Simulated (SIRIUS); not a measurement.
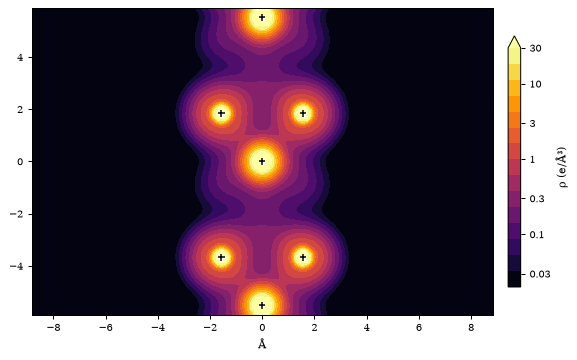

The total electron density on a plane through atoms (crosses mark nuclei in the plane).

Computed with SIRIUS, Kohn-Sham DFT of a periodic cell, PBE, all-electron FP-LAPW.

Candidates:
A. WS2, a = 3.18 Å, b = 3.18 Å, c = 16.95 Å, α = 90.00°, β = 90.00°, γ = 120.00°. Space group P-6m2; a structure from a database of computed crystals, not necessarily the ambient phase.
B. Se, a = 4.37 Å, b = 4.37 Å, c = 4.95 Å, α = 90.00°, β = 90.00°, γ = 120.00°. Space group P3₁21; not relaxed (largest force 0.4 eV/Å).
C. MgO, a = 4.19 Å, b = 4.19 Å, c = 4.19 Å, α = 90.00°, β = 90.00°, γ = 90.00°. Space group Fm-3m; a structure from a database of computed crystals, not necessarily the ambient phase.

Q: Which candidate gave the map?

A: Candidate A: WS2 on the (110) plane of the conventional cell, which holds W and S. W–S (2.41 Å): ρ at the midpoint is about 0.63 e/Å³.
